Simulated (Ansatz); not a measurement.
## A series of single points on SnO2

System: SnO2 (R-3m, 3 atoms in the cell).
Method: DFT r2SCAN, scalar-relativistic, plane waves, PAW, no spin polarisation (Ansatz 0.2.0).

The 9 runs differ only in the geometry, by a strain of the cell at fixed fractional positions. Against run 5, the strain is εzz = η. The structure derives from a Materials Project entry.

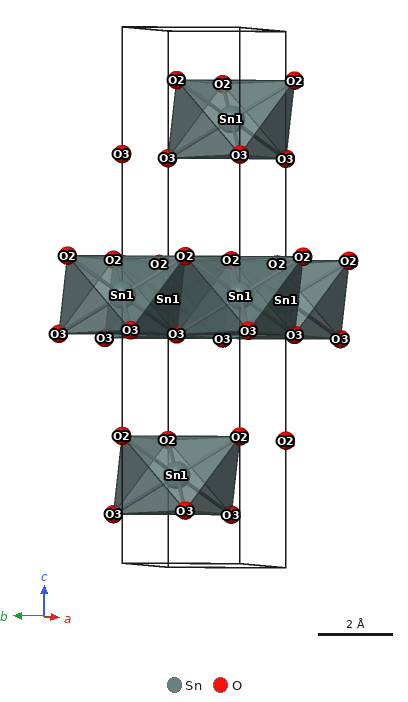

Figure 1. The structure of run 5 (polyhedral view of the cell 3 times as large as that of the calculation, set on its symmetry axes, seen at an oblique angle; polyhedra are completed across the faces of the cell; atoms are numbered from 1 in the order of the input). An atom can appear more than once, as a periodic image.

### Input of run 5
```yaml
crystal:
  lattice:
    - [1.6170930752, 0.9336291223, 4.8726014728]
    - [-1.6170930752, 0.9336291223, 4.8726014728]
    - [0.0, -1.8672582446, 4.8726014728]
  atoms:
    - { symbol: Sn, position: [0.5, 0.5, 0.5] }
    - { symbol: O, position: [0.23717, 0.23717, 0.23717] }
    - { symbol: O, position: [0.76283, 0.76283, 0.76283] }
basis:
  ecutwfc: 500
kpoints:
  mp_grid: { grid: [12, 12, 12] }
hamiltonian:
  xc: r2scan
scf:
  occupations: { method: gaussian, width: 0.05 }
output:
  forces: true
  stress: true
  eigenvalues: true
```

Command:
```bash
ansatz run input.yaml --threads 1 --pin off --max-ram 2560MiB --backend cpu --events-out ev --progress --plain --runs-dir out
```

Lattice vectors (Å) and fractional positions of run 5:
```
   1.617093    0.933629    4.872601
  -1.617093    0.933629    4.872601
   0.000000   -1.867258    4.872601
Sn  0.500000  0.500000  0.500000
O   0.237170  0.237170  0.237170
O   0.762830  0.762830  0.762830
```

Run 7 differs from it as follows:
```diff
-    - [1.6170930752, 0.9336291223, 4.8726014728]
-    - [-1.6170930752, 0.9336291223, 4.8726014728]
-    - [0.0, -1.8672582446, 4.8726014728]
+    - [1.6170930752, 0.9336291223, 5.0166192503]
+    - [-1.6170930752, 0.9336291223, 5.0166192503]
+    - [0.0, -1.8672582446, 5.0166192503]
```

### Results, with one run withheld

```tsv
run	strain parameter η (%)	free energy per atom, from the lowest run given (meV)	pressure (GPa)	gap on the mesh (eV)
1	−7.3892	0.00	−1.81	2.45
2	−5.9113	0.78	−3.30	2.44
3	−4.4335	3.77	−4.69	2.44
4	−2.9557	8.91	−5.98	2.44
5	0.0000	25.47	−8.29	2.44
6	1.4778	36.79	−9.33	2.44
7	2.9557	?	?	?
8	3.6946	57.44	−10.76	2.44
9	4.4335	65.28	−11.20	2.44
```

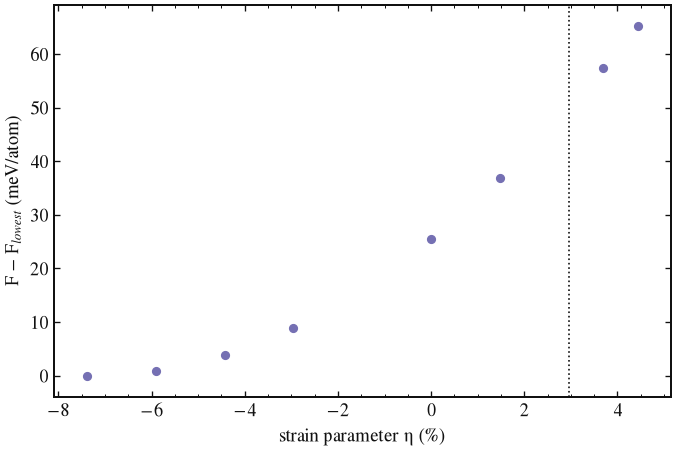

Figure 2. Free energy per atom of the runs given; the dotted line marks run 7.

Estimate the energy of run 7 from the others.

A cubic polynomial in the coordinate, fitted to the 8 runs given, misses them by under 0.01 meV per atom. With x = η + 1.3855, it reads F = 16.682 + 5.6948 x + 0.47091 x² − 0.0024672 x³ (meV per atom). At run 7 it gives 50.08 meV per atom, and the run itself gives 50.07. The fit has its minimum at η = −7.1692 %.

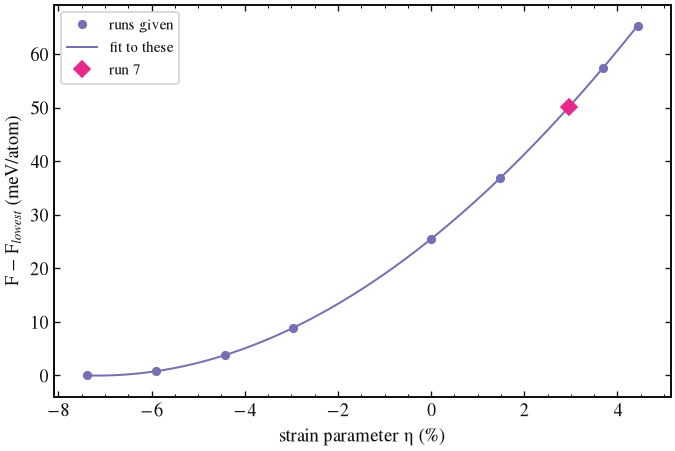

Figure 3. The fit and the withheld run.

### Output, shortened to warnings, some set-up lines, iterations and results (run 7)
```
Basis set: ecut = 500 eV, 1171 PW (Γ), FFT grids on a1−a3, a2−a3, a3, exchange–correlation on 96×96×160 points (64 copies of the dense FFT grid, shifted against one another)
Symmetry: 12 space group operations
k-points: 189 of 1728
Initial density: superposition of atomic densities (neutral atoms: chi_scale 0, normalization atom), corrected by the library's trained network
[...]
SCF iter   1: F=—  HF=-7175.376361 eV  |F-HF|=—  |Δ(HF+E_count)|=         —  Δρ=9.82e-3  dr2=3.94e-2  dr2_τ=1.01e-1  ethr=1.77e-3  ⟨swp⟩=6.0  Hψ=17545  notcnv=0
SCF iter   2: F=—  HF=-7175.422232 eV  |F-HF|=—  |Δ(HF+E_count)|=   4.59e-2  Δρ=5.69e-3  dr2=5.30e-3  dr2_τ=1.50e-3  ethr=1.52e-4  ⟨swp⟩=2.1  Hψ=7006  notcnv=0
SCF iter   3: F=—  HF=-7175.421878 eV  |F-HF|=—  |Δ(HF+E_count)|=   3.54e-4  Δρ=2.08e-3  dr2=1.61e-3  dr2_τ=1.35e-4  ethr=2.04e-5  ⟨swp⟩=2.0  Hψ=5122  notcnv=0
SCF iter   4: F=—  HF=-7175.421670 eV  |F-HF|=—  |Δ(HF+E_count)|=   2.08e-4  Δρ=4.11e-4  dr2=7.27e-5  dr2_τ=5.77e-6  ethr=6.19e-6  ⟨swp⟩=2.2  Hψ=4208  notcnv=0
SCF iter   5: F=—  HF=-7175.421653 eV  |F-HF|=—  |Δ(HF+E_count)|=   1.71e-5  Δρ=8.44e-5  dr2=8.89e-7  dr2_τ=2.58e-7  ethr=2.79e-7  ⟨swp⟩=2.0  Hψ=4324  notcnv=0
SCF iter   6: F=-7175.421654 eV  HF=-7175.421653 eV  |F-HF|=5.11e-8  |Δ(HF+E_count)|=   3.89e-7  Δρ=2.17e-5  dr2=6.77e-8  dr2_τ=9.28e-9  ethr=3.85e-10  ⟨swp⟩=6.8  Hψ=16332  …
SCF 1 converged in 6 iterations: F = -7175.421654 eV  dr2 = 6.77e-8
SCF converged after 6 iterations
Free energy (F): -7175.421654 eV
Harris-Foulkes:  -7175.421653 eV  (|F-HF|=5.11e-8)
Internal energy: -7175.421654 eV  (E = F + TS)
E sigma→0 (E₀):  -7175.421654 eV
Fermi energy:    6.217879 eV
--- Per-component energies (eV) ---
  E_band       = -169.105813
  E_kinetic    = 536.679072
  E_local      = -2082.104490  (includes V_loc(G=0)·N_el)
  E_nonlocal   = 64.446228
  E_hartree    = 1028.102623
  E_xc         = -517.089545
  E_vxc        = -310.686131  (∫ρ·V_xc dr)
  E_paw        = -4489.585537  (= ΣΔE_a)
  E_vpaw       = -453.758158  (= ΣTr[D̂ρ^β])
  E_aug_tail   = 0.001889  (compensation charges beyond the density's cutoff)
  E_vtau       = 20.117625  (kinetic-family band-sum trace: ∫τ·v_τ [+ j·A + Jᵃ·Aᵃ] dr)
  E_ewald      = -1716.543333
  E_core_change = 0.671438  (= ΣΔE_core)
  E_smearing   = -0.000000  (= −TS)
  E_closure    = -0.000000  (closes the sum)
  Σ components = -7175.421654   (vs F -7175.421654, Δ=0.00e0)
--- Forces (eV/Å), atoms counted from 1 ---
  atom   1  Sn     0.00000000     0.00000000    -0.00000000
  atom   2  O     -0.00000000     0.00000000    -1.23218494
  atom   3  O      0.00000000    -0.00000000     1.23218494
  max |Σ_I F_I| component: 4.44e-16 eV/Å
--- Stress (GPa, compression-positive) ---
      -10.204182       0.000000       0.000000
        0.000000     -10.204182       0.000000
        0.000000       0.000000     -10.499317
  P = ⅓ Tr σ = -10.3026 GPa (-103.026 kbar)
```
